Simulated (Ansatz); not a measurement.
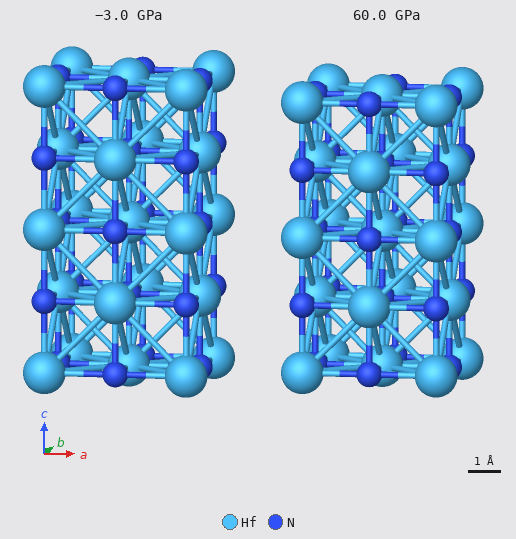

Solid HfN (set up in Fm-3m), relaxed (cell and atoms) at several target pressures. The picture shows the first and the last member. Style: ball-and-stick. Shown: the conventional cell (4 times the calculation's cell), repeated 1 × 1 × 2 with one cell outlined, slightly off an axis. Lengths and directions refer to the drawn axes.

Computed with Ansatz 0.2.0: DFT PBE, scalar-relativistic, plane waves, PAW. Set-up: plane-wave cutoff 420 eV; k-point mesh 16 × 16 × 16; occupations gaussian; smearing width 0.1 eV; no spin polarisation; cell and atoms relaxed; force threshold 0.008 eV/Å.

```json
{"pressure (GPa)": "−3.0", "volume (Å³/atom)": "11.896", "a (Å)": "4.566"}
{"pressure (GPa)": "0.0", "volume (Å³/atom)": "11.757", "a (Å)": "4.548"}
{"pressure (GPa)": "3.0", "volume (Å³/atom)": "11.627", "a (Å)": "4.531"}
{"pressure (GPa)": "8.0", "volume (Å³/atom)": "11.429", "a (Å)": "4.505"}
{"pressure (GPa)": "15.0", "volume (Å³/atom)": "?", "a (Å)": "?"}
{"pressure (GPa)": "30.0", "volume (Å³/atom)": "10.709", "a (Å)": "4.408"}
{"pressure (GPa)": "60.0", "volume (Å³/atom)": "10.002", "a (Å)": "4.309"}
```

Q: One row is withheld. What does the calculation give there?

A: Murnaghan's form V = V₀(1 + B′P/B₀)^(−1/B′), with V₀ = 11.757 Å³ from the row at zero pressure, fits the other rows with B₀ = 266 GPa and B′ = 3.91 (largest miss 0.003 Å³). At 15.0 GPa it gives 11.757 × (1 + 3.91 × 15.0/266)^(−1/3.91) = 11.173 Å³ per atom. The calculation gives 11.172 Å³/atom (a = 4.471 Å). The estimate is 0.001 Å³/atom too high. From the first member to the last: Hf–Hf 3.228 → 3.047 Å, Hf–N 2.283 → 2.155 Å.

The whole series:

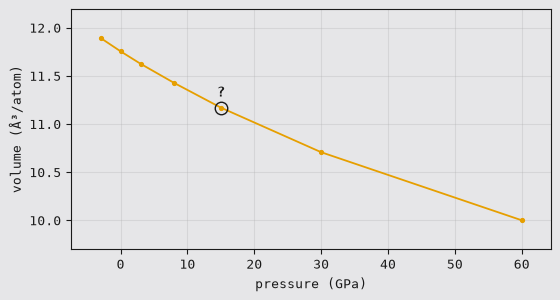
